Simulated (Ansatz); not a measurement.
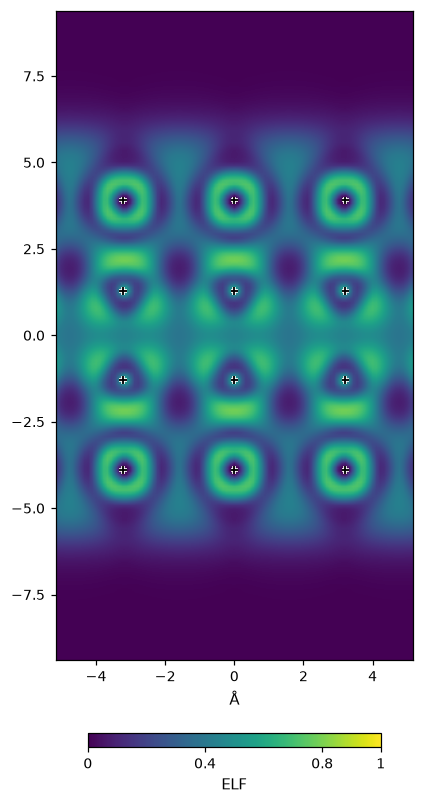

The electron localisation function on a plane through atoms (crosses mark nuclei in the plane).

Method: DFT r2SCAN, scalar-relativistic, plane waves, PAW in Ansatz 0.2.0.

Candidates:
A. Si2W (slab), a = 3.21 Å, b = 3.21 Å, c = 20.38 Å, α = 90.00°, β = 90.00°, γ = 90.00°. Not relaxed (largest force 0.4 eV/Å).
B. C (slab), a = 2.47 Å, b = 2.47 Å, c = 26.00 Å, α = 90.00°, β = 90.00°, γ = 120.00°. 

### Which candidate gave the map?

Candidate A: Si2W on the (010) plane of the calculation cell, a cut from vacuum to vacuum, which holds W and Si. Si–W (2.61 Å): the ELF peaks at about 0.80 in the valence shell of Si, 0.9 Å from its nucleus, and is about 0.45 at the midpoint.
